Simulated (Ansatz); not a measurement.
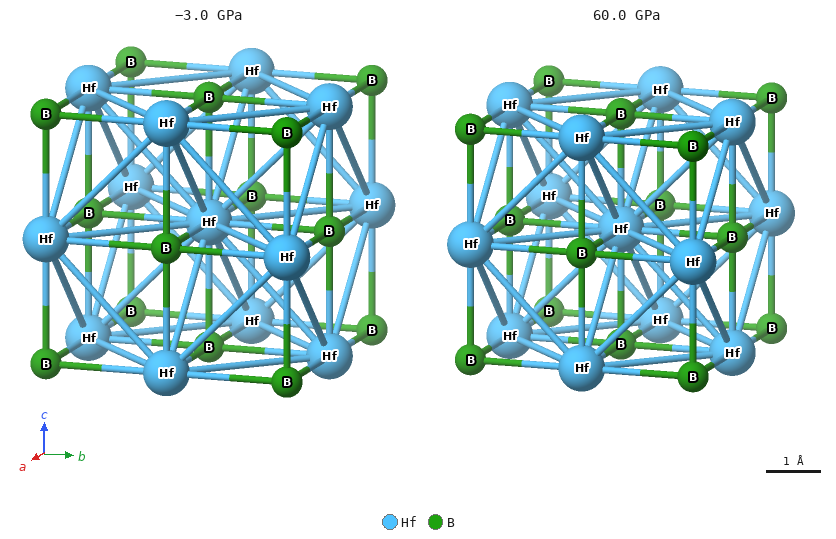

Crystalline HfB (set up in Fm-3m), relaxed (cell and atoms) at several target pressures. The picture shows the first and the last member. A ball-and-stick model of the conventional cell (4 times the calculation's cell), seen slightly off an axis. Lengths and directions refer to the drawn axes.

Computed with Ansatz 0.2.0: DFT PBEsol, scalar-relativistic, plane waves, PAW. (plane-wave cutoff 420 eV; k-point mesh 16 × 16 × 16; occupations gaussian; smearing width 0.1 eV; no spin polarisation; cell and atoms relaxed; force threshold 0.008 eV/Å)

```
pressure (GPa)  volume (Å³/atom)  a (Å)
          −3.0            13.957  4.815
           0.0            13.720  4.788
           3.0                 ?      ?
           8.0            13.163  4.722
          15.0            12.754  4.673
          30.0            12.039  4.584
          60.0            11.003  4.448
```

### One row is withheld. What does the calculation give there?

Murnaghan's form V = V₀(1 + B′P/B₀)^(−1/B′), with V₀ = 13.720 Å³ from the row at zero pressure, fits the other rows with B₀ = 181 GPa and B′ = 3.49 (largest miss 0.005 Å³). At 3.0 GPa it gives 13.720 × (1 + 3.49 × 3.0/181)^(−1/3.49) = 13.501 Å³ per atom. The calculation gives 13.497 Å³/atom (a = 4.762 Å). The estimate is 0.004 Å³/atom too high. From the first member to the last: Hf–Hf 3.405 → 3.145 Å, B–Hf 2.408 → 2.224 Å.

The whole series:

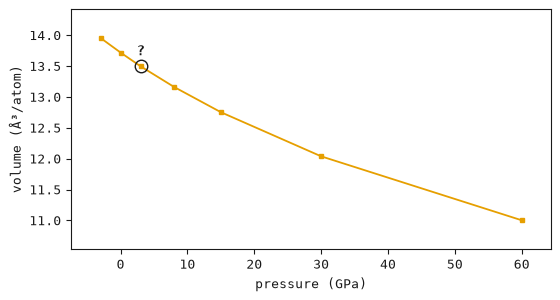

Each member starts from this one structure; whether another phase lies lower wasn't checked.
